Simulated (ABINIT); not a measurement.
# Positron calculation, with input and output: WS$_{2}$ (part 1 of 2)

WS$_{2}$ (R3m, 3 atoms in the cell), computed with Kohn-Sham DFT of a periodic cell, LDA, JTH PAW LDA v2.0, no spin polarisation (ABINIT 10.8.3).

The structure derives from an entry of the Crystallography Open Database.

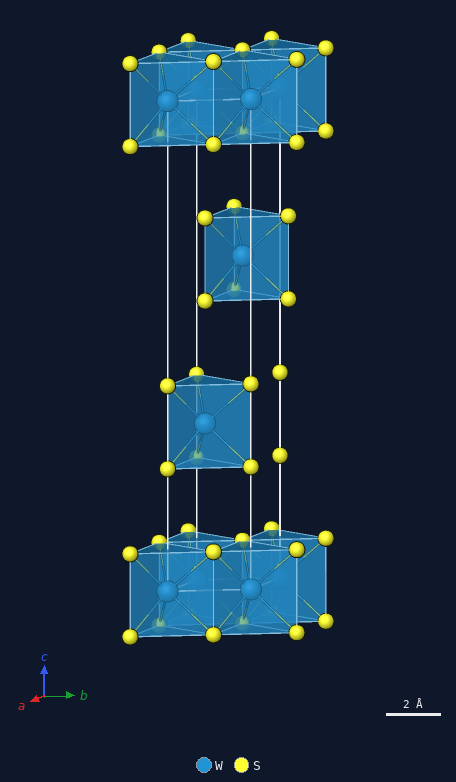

The input geometry (polyhedral view of the cell 3 times as large as that of the calculation, set on its symmetry axes, seen slightly off an axis; polyhedra are completed across the faces of the cell).

Input:
```
# Datasets
ndtset 2

# Pseudopotentials
pp_dirpath "./"
pseudos "W.LDA_PW-JTH.xml, S.LDA_PW-JTH.xml"

# Structure
acell 6.4273633094 6.4273633094 6.4273633094 Angstrom
rprim
     0.2456683906     0.1418367115     0.9589209504
    -0.2456683906     0.1418367115     0.9589209504
     0.0000000000    -0.2836734229     0.9589209504
ntypat 2
znucl 74 16
natom 3
typat 1 2 2
xred
            0.0            0.0            0.0
   0.5810000000   0.5810000000   0.5810000000
   0.7503000000   0.7503000000   0.7503000000

# Plane-wave basis
ecut 435.382180 eV
pawecutdg 32.0

# Exchange and correlation
ixc 7

# SCF cycle
nstep 80

# Output
iomode 3
prteig 0
prtebands 0
prtwf 0

# Dataset 1: electrons
kptopt1 1
ngkpt1 7 7 7
nshiftk1 1
shiftk1 0.0 0.0 0.0
nband1 17
occopt1 3
tsmear1 0.00183747
tolvrs1 1.0e-10
prtden1 1

# Dataset 2: positron in the electrons' density
positron2 1
ixcpositron2 31
getden2 1
kptopt2 0
nkpt2 1
kpt2 0.0 0.0 0.0
nband2 1
occopt2 2
occ2 1.0
posocc2 1.0
toldfe2 1.0e-7
nline2 10
nnsclo2 2
optforces2 0
optstress2 0
prtden2 0
```

Run as:
```bash
abinit run.abi > log 2>&1
```

What the program printed:
```
.Version 10.8.3 of ABINIT
 DATASET    1 : space group R3 m (#160); Bravais hR (rhombohedral)
================================================================================
 Values of the parameters that define the memory need for DATASET  1.
     intxc =       0    ionmov =       0      iscf =      17    lmnmax =      18
     lnmax =       6     mgfft =      45  mpssoang =       3    mqgrid =    3001
     natom =       3  nloc_mem =       2    nspden =       1   nspinor =       1
    nsppol =       1      nsym =       6    n1xccc =       1    ntypat =       2
    occopt =       3   xclevel =       1
       mpw =        1131          nfft =       91125          nkpt =          44
 PAW method is used; the additional fine FFT grid is defined by:
   mgfftf=        64    nfftf =    262144
================================================================================
================================================================================

 DATASET    2 : space group R3 m (#160); Bravais hR (rhombohedral)
================================================================================
 Values of the parameters that define the memory need for DATASET  2.
     intxc =       0    ionmov =       0      iscf =      17    lmnmax =      18
     lnmax =       6     mgfft =      45  mpssoang =       3    mqgrid =    3001
     natom =       3  nloc_mem =       2    nspden =       1   nspinor =       1
    nsppol =       1      nsym =       6    n1xccc =       1    ntypat =       2
    occopt =       2   xclevel =       1
       mpw =         560          nfft =       91125          nkpt =           1
 PAW method is used; the additional fine FFT grid is defined by:
   mgfftf=        64    nfftf =    262144
================================================================================
================================================================================

--------------------------------------------------------------------------------
------------- Echo of variables that govern the present computation ------------
--------------------------------------------------------------------------------
 -outvars: echo values of preprocessed input variables --------
            acell      1.2145956366E+01  1.2145956366E+01  1.2145956366E+01 Bohr
              amu      1.83850000E+02  3.20660000E+01
             ecut      1.60000000E+01 Hartree
           getden1          0
           getden2          1
              ixc           7
      ixcpositron1          1
      ixcpositron2         31
           jdtset        1    2
           kptopt1          1
           kptopt2          0
         kptrlatt        7    0    0      0    7    0      0    0    7
          kptrlen1     4.17742857E+01
          kptrlen2     3.00000000E+01
            natom           3
            nband1         17
            nband2          1
           ndtset           2
            ngfft          45      45      45
          ngfftdg          64      64      64
             nkpt1         44
             nkpt2          1
            nline1          4
            nline2         10
           nnsclo1          0
           nnsclo2          2
            nstep          80
             nsym           6
           ntypat           2
           occopt1          3
           occopt2          2
        optforces1          2
        optforces2          0
        optstress1          1
        optstress2          0
        pawecutdg      3.20000000E+01 Hartree
         positron1          0
         positron2          1
           prtden1          1
           prtden2          0
        prtebands           0
           prteig           0
            prtwf           0
            rprim      2.4566839060E-01  1.4183671150E-01  9.5892095040E-01
                      -2.4566839060E-01  1.4183671150E-01  9.5892095040E-01
                       0.0000000000E+00 -2.8367342290E-01  9.5892095040E-01
           shiftk1     0.00000000E+00  0.00000000E+00  0.00000000E+00
           shiftk2     5.00000000E-01  5.00000000E-01  5.00000000E-01
          spgroup         160
           toldfe1     0.00000000E+00 Hartree
           toldfe2     1.00000000E-07 Hartree
           tolvrs1     1.00000000E-10
           tolvrs2     0.00000000E+00
           tsmear1     1.83747000E-03 Hartree
           tsmear2     1.00000000E-02 Hartree
            typat      1  2  2
           useylm           1
           xangst      0.0000000000E+00  0.0000000000E+00  0.0000000000E+00
                      -1.5194780938E-16  3.7342966623E-10  1.0742690000E+01
                       9.2771436933E-17  4.8224490253E-10  1.3873047000E+01
            xcart      0.0000000000E+00  0.0000000000E+00  0.0000000000E+00
                      -2.8713974516E-16  7.0567979647E-10  2.0300741955E+01
                       1.7531260811E-16  9.1131079140E-10  2.6216259361E+01
             xred      0.0000000000E+00  0.0000000000E+00  0.0000000000E+00
                       5.8100000000E-01  5.8100000000E-01  5.8100000000E-01
                       7.5030000000E-01  7.5030000000E-01  7.5030000000E-01
            znucl       74.00000   16.00000

================================================================================

 chkinp: Checking input parameters for consistency, jdtset=   1.

 chkinp: Checking input parameters for consistency, jdtset=   2.

================================================================================
== DATASET  1 ==================================================================

--- !DatasetInfo
iteration_state: {dtset: 1, }
dimensions: {natom: 3, nkpt: 44, mband: 17, nsppol: 1, nspinor: 1, nspden: 1, mpw: 1131, }
cutoff_energies: {ecut:  16.0, pawecutdg:  32.0, }
electrons: {nelect:   2.60000000E+01, charge:   0.00000000E+00, occopt:   3.00000000E+00, tsmear:   1.83747000E-03, }
meta: {optdriver: 0, ionmov: 0, optcell: 0, iscf: 17, paral_kgb: 0, }
...

 Exchange-correlation functional for the present dataset will be:
  LDA: Perdew-Wang 92 LSD fit to Ceperley-Alder data - ixc=7
  J.P.Perdew and Y.Wang, PRB 45, 13244 (1992)

 Real(R)+Recip(G) space primitive vectors, cartesian coordinates (Bohr,Bohr^-1):
 R(1)=  2.9838776  1.7227425 11.6470120  G(1)=  0.1675672  0.0967450  0.0286196
 R(2)= -2.9838776  1.7227425 11.6470120  G(2)= -0.1675672  0.0967450  0.0286196
 R(3)=  0.0000000 -3.4454850 11.6470120  G(3)=  0.0000000 -0.1934899  0.0286196
 Unit cell volume ucvol=  3.5922549E+02 bohr^3
 Angles (23,13,12)=  2.84426739E+01  2.84426739E+01  2.84426739E+01 degrees

 Coarse grid specifications (used for wave-functions):

 getcut: wavevector=  0.0000  0.0000  0.0000  ngfft=  45  45  45
         ecut(hartree)=     16.000   => boxcut(ratio)=   2.01333

 Fine grid specifications (used for densities):

 getcut: wavevector=  0.0000  0.0000  0.0000  ngfft=  64  64  64
         ecut(hartree)=     32.000   => boxcut(ratio)=   2.06934

--- Pseudopotential description ------------------------------------------------
- pspini: atom type   1  psp file is ./W.LDA_PW-JTH.xml
 Pseudopotential format is: paw10
 basis_size (lnmax)=  6 (lmn_size= 18), orbitals=   0   0   1   1   2   2
 Spheres core radius: rc_sph= 2.41188978
 Shapefunction is BESSEL type: shapef(r,l)=aa(1,l)*jl(q(1,l)*r)+aa(2,l)*jl(q(2,l)*r)
 Radius for shape functions =  2.10354610
 Compensation charge density is not taken into account in XC energy/potential

- pspini: atom type   2  psp file is ./S.LDA_PW-JTH.xml
 Pseudopotential format is: paw10
 basis_size (lnmax)=  4 (lmn_size=  8), orbitals=   0   0   1   1
 Spheres core radius: rc_sph= 1.90380259
 Shapefunction is SIN type: shapef(r)=[sin(pi*r/rshp)/(pi*r/rshp)]**2
 Radius for shape functions =  1.40128485
 Compensation charge density is not taken into account in XC energy/potential

   1.35019237E+03                                ecore*ucvol(ha*bohr**3)
--------------------------------------------------------------------------------

================================================================================

--- !BeginCycle
iteration_state: {dtset: 1, }
solver: {iscf: 17, nstep: 80, nline: 4, wfoptalg: 10, }
tolerances: {tolvrs: 1.00E-10, }
...

     iter   Etot(hartree)      deltaE(h)  residm     nres2
 ETOT  1  -87.007910179976    -8.701E+01 7.872E+00 3.312E+01
 ETOT  2  -90.268483485816    -3.261E+00 6.168E-02 6.798E+01
 ETOT  3  -90.189150056233     7.933E-02 6.363E-02 1.349E+01
 ETOT  4  -90.175873821062     1.328E-02 7.130E-03 3.122E+00
 ETOT  5  -90.171334084575     4.540E-03 3.570E-03 7.708E-02
 ETOT  6  -90.171759582293    -4.255E-04 9.836E-04 9.679E-02
 ETOT  7  -90.171626369524     1.332E-04 5.515E-04 6.380E-03
 ETOT  8  -90.171628430535    -2.061E-06 2.507E-04 6.257E-04
 ETOT  9  -90.171629965213    -1.535E-06 1.477E-04 6.736E-04
 ETOT 10  -90.171628925514     1.040E-06 8.989E-05 2.176E-05
 ETOT 11  -90.171628946489    -2.097E-08 3.941E-05 6.380E-06
 ETOT 12  -90.171628944078     2.411E-09 3.192E-05 1.453E-06
 ETOT 13  -90.171628942857     1.221E-09 1.411E-05 4.640E-07
 ETOT 14  -90.171628942575     2.817E-10 1.134E-05 4.202E-08
 ETOT 15  -90.171628942563     1.198E-11 5.059E-06 2.128E-09
 ETOT 16  -90.171628942563     4.832E-13 4.039E-06 1.163E-09
 ETOT 17  -90.171628942563    -2.842E-14 1.816E-06 5.172E-11

 At SCF step   17       nres2   =  5.17E-11 < tolvrs=  1.00E-10 =>converged.

 Cartesian components of stress tensor (hartree/bohr^3)
  sigma(1 1)=  1.38986448E-04  sigma(3 2)= -3.68545805E-13
  sigma(2 2)=  1.38986444E-04  sigma(3 1)=  0.00000000E+00
  sigma(3 3)=  1.26943352E-04  sigma(2 1)=  0.00000000E+00

--- !ResultsGS
iteration_state: {dtset: 1, }
comment   : Summary of ground state results
lattice_vectors:
- [  2.9838776,   1.7227425,  11.6470120, ]
- [ -2.9838776,   1.7227425,  11.6470120, ]
- [  0.0000000,  -3.4454850,  11.6470120, ]
lattice_lengths: [  12.14596,   12.14596,   12.14596, ]
lattice_angles: [ 28.443,  28.443,  28.443, ] # degrees, (23, 13, 12)
lattice_volume:   3.5922549E+02
convergence: {deltae: -2.842E-14, res2:  5.172E-11, residm:  1.816E-06, diffor: null, }
etotal    :  -9.01716289E+01
entropy   :   0.00000000E+00
fermie    :   2.88978887E-01
cartesian_stress_tensor: # hartree/bohr^3
- [  1.38986448E-04,   0.00000000E+00,   0.00000000E+00, ]
- [  0.00000000E+00,   1.38986444E-04,  -3.68545805E-13, ]
- [  0.00000000E+00,  -3.68545805E-13,   1.26943352E-04, ]
pressure_GPa:  -3.9710E+00
xred      :
- [  0.0000E+00,   0.0000E+00,   0.0000E+00,  W]
- [  5.8100E-01,   5.8100E-01,   5.8100E-01,  S]
- [  7.5030E-01,   7.5030E-01,   7.5030E-01,  S]
cartesian_forces: # hartree/bohr
- [  6.88210217E-18,  -7.97234453E-19,  -1.13572666E-02, ]
- [ -5.71190272E-18,   7.82825742E-19,   1.06231923E-02, ]
- [ -1.17019945E-18,   1.44087110E-20,   7.34074335E-04, ]
force_length_stats: {min:   7.34074335E-04, max:   1.13572666E-02, mean:   7.57151107E-03, }
...

 Integrated electronic density in atomic spheres:
 ------------------------------------------------
 Atom  Sphere_radius  Integrated_density
    1        2.41189         11.78096606
    2        1.90380          3.59531981
    3        1.90380          3.62667129

================================================================================

 ----iterations are completed or convergence reached----

 Mean square residual over all n,k,spin=   35.985E-10; max=  18.159E-07
 reduced coordinates (array xred) for    3 atoms
       0.000000000000      0.000000000000      0.000000000000
       0.581000000000      0.581000000000      0.581000000000
       0.750300000000      0.750300000000      0.750300000000
 rms dE/dt=  1.0469E-01; max dE/dt=  1.3232E-01; dE/dt below (all hartree)
    1       0.132315278016      0.132315278016      0.132315278016
    2      -0.123691390871     -0.123691390871     -0.123691390871
    3      -0.008512715334     -0.008512715334     -0.008512715334

 cartesian coordinates (angstrom) at end:
    1      0.00000000000000     0.00000000000000     0.00000000000000
    2     -0.00000000000000     0.00000000037343    10.74268999979538
    3      0.00000000000000     0.00000000048224    13.87304699973575
```
